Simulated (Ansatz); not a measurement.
AlN: several calculations on one system

## 1. Scan

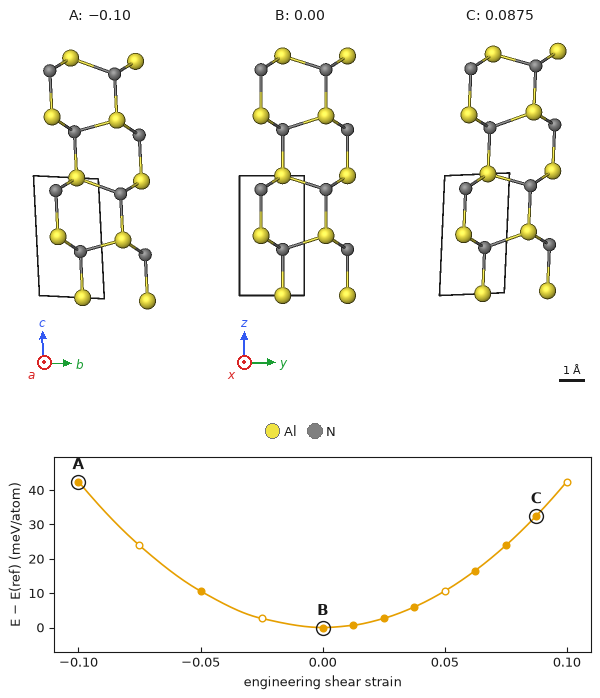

A scan of crystalline AlN (P6_3mc): the cell is strained in shear in the yz plane, with the atoms kept at their fractional coordinates. x, y and z are the Cartesian axes of the input. The lettered frames are marked on the plot. Hollow markers are points alike by symmetry, not computed again. A ball-and-stick model of the cell of the calculation, repeated 2 × 2 × 2 with one cell outlined, seen along the a axis.

All numbers below come from DFT PBE, scalar-relativistic, plane waves, PAW (Ansatz). Set-up: plane-wave cutoff 420 eV; k-point mesh 12 × 12 × 6; occupations gaussian; smearing width 0.05 eV; no spin polarisation. Energies (free energies at the smearing named) are counted from the cell as listed in its source, which wasn't relaxed.

> Describe the profile.

Of the computed points the lowest is at the strain 0.00, 0.0 meV/atom. At the ends of the scan the energy is 42.5 meV/atom (−0.10) and 42.5 meV/atom (0.10). The unrelaxed reference is under a pressure of 4.0 GPa. The distortion takes the space group from P6_3mc to Cm. At the strain −0.10 the cell of the drawing goes b 3.111 → 3.114 Å, c 4.978 → 4.984 Å, α 90.0° → 95.0°.

The computed points:

| engineering shear strain | E − E(ref) (meV/atom) |
| --- | --- |
| −0.1000 | 42.5 |
| −0.0750 | 23.9 |
| −0.0500 | 10.6 |
| −0.0250 | 2.7 |
| 0.0000 | 0.0 |
| 0.0125 | 0.7 |
| 0.0250 | 2.7 |
| 0.0375 | 6.0 |
| 0.0500 | 10.6 |
| 0.0625 | 16.6 |
| 0.0750 | 23.9 |
| 0.0875 | 32.5 |
| 0.1000 | 42.5 |

Points that are alike by symmetry were computed once.

## 2. Scan

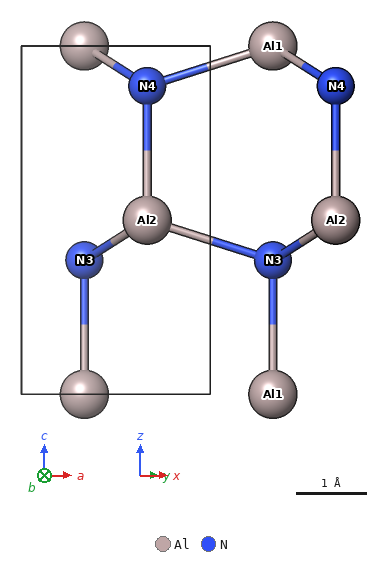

A scan of crystalline AlN (P6_3mc): the cell is strained equally along x and y and separately along z, with the atoms kept at their fractional coordinates. x, y and z are the Cartesian axes of the input. The picture shows the reference cell. Style: ball-and-stick. Shown: the cell of the calculation, repeated 2 × 2 × 1 with one cell outlined, along the b axis.

Level of theory: Ansatz 0.2.0, DFT PBE, scalar-relativistic, plane waves, PAW. Set-up: plane-wave cutoff 420 eV; k-point mesh 12 × 12 × 6; occupations gaussian; smearing width 0.05 eV; no spin polarisation. Energies (free energies at the smearing named) are counted from the cell as listed in its source, which wasn't relaxed.

```
CELL_PARAMETERS angstrom
3.11100 0.00000 0.00000
-1.55550 2.69421 0.00000
0.00000 0.00000 4.97800
ATOMIC_POSITIONS crystal
Al 0.33333 0.66667 0.00000
Al 0.66667 0.33333 0.50000
N 0.33333 0.66667 0.38500
N 0.66667 0.33333 0.88500
```

Give the energy at each point on a grid with rows −0.030, −0.015, 0.000, 0.015, 0.030 and columns −0.030, −0.015, 0.000, 0.015, 0.030 (strain along x and y; strain along z).

Rows: strain along x and y; columns: strain along z; values in meV/atom.

```csv
,−0.030,−0.015,0.000,0.015,0.030
−0.030,83.1,65.3,55.0,51.3,53.5
−0.015,41.5,26.1,17.9,16.3,20.4
0.000,19.3,6.0,0.0,0.3,6.3
0.015,14.1,3.0,−1.0,1.2,8.9
0.030,23.9,14.9,12.8,16.8,26.2
```

In pairs of (strain along x and y; strain along z): the lowest computed point lies at (0.015, 0.000) (−1.0 meV/atom), the highest at (−0.030, −0.030) (83.1 meV/atom). The valley is tilted: raising the in-plane strain is made harder by raising the strain along z (cross term 0.20 of the geometric mean of the two curvatures). Over the ranges scanned the energy rises more along the first axis, the in-plane strain. The pressure runs from −11.6 GPa at (0.030, 0.030) to 26.8 GPa at (−0.030, −0.030).

As a map, interpolated between the computed points (dots):

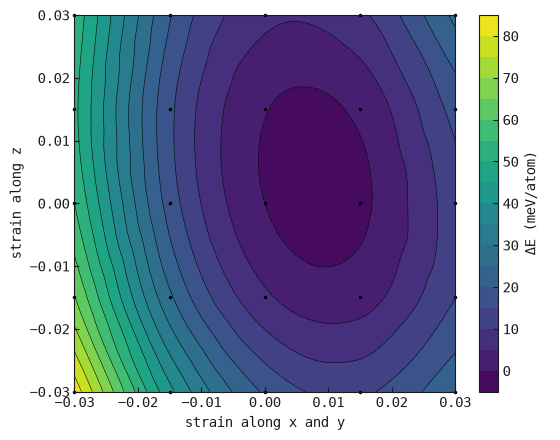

## 3. Energy map

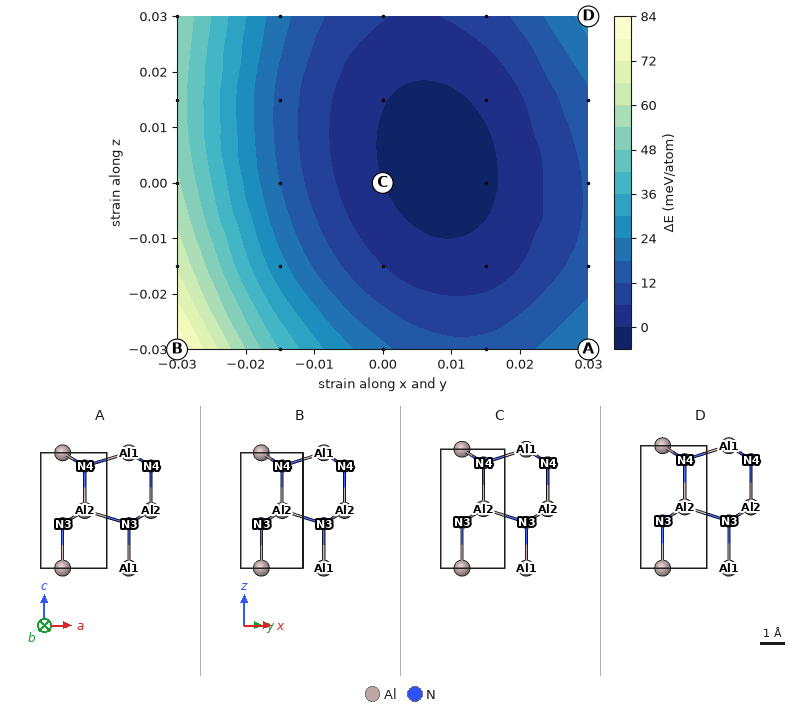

Crystalline AlN (P6_3mc): the cell is strained equally along x and y and separately along z, with the atoms kept at their fractional coordinates. x, y and z are the Cartesian axes of the input. The map is interpolated between the computed points (dots). The lettered frames are marked on it. The picture is a ball-and-stick view of the cell of the calculation, repeated 2 × 2 × 1 with one cell outlined, seen along the b axis.

Method: DFT PBE, scalar-relativistic, plane waves, PAW in Ansatz. Set-up: plane-wave cutoff 420 eV; k-point mesh 12 × 12 × 6; occupations gaussian; smearing width 0.05 eV; no spin polarisation. Energies (free energies at the smearing named) are counted from the cell as listed in its source, which wasn't relaxed.

Q: What does the map show?

A: In pairs of (strain along x and y; strain along z): the lowest computed point lies at (0.015, 0.000) (−1.0 meV/atom), the highest at (−0.030, −0.030) (83.1 meV/atom). The valley is tilted: raising the in-plane strain is made harder by raising the strain along z (cross term 0.20 of the geometric mean of the two curvatures). Over the ranges scanned the energy rises more along the first axis, the in-plane strain. The pressure runs from −11.6 GPa at (0.030, 0.030) to 26.8 GPa at (−0.030, −0.030). The frames lie at A (0.030, −0.030): 23.9 meV/atom, B (−0.030, −0.030): 83.1 meV/atom, C (0.000, 0.000): 0.0 meV/atom, D (0.030, 0.030): 26.2 meV/atom.

The computed points:

Rows: strain along x and y; columns: strain along z; values in meV/atom.

```
        −0.030  −0.015  0.000  0.015  0.030
−0.030    83.1    65.3   55.0   51.3   53.5
−0.015    41.5    26.1   17.9   16.3   20.4
 0.000    19.3     6.0    0.0    0.3    6.3
 0.015    14.1     3.0   −1.0    1.2    8.9
 0.030    23.9    14.9   12.8   16.8   26.2
```
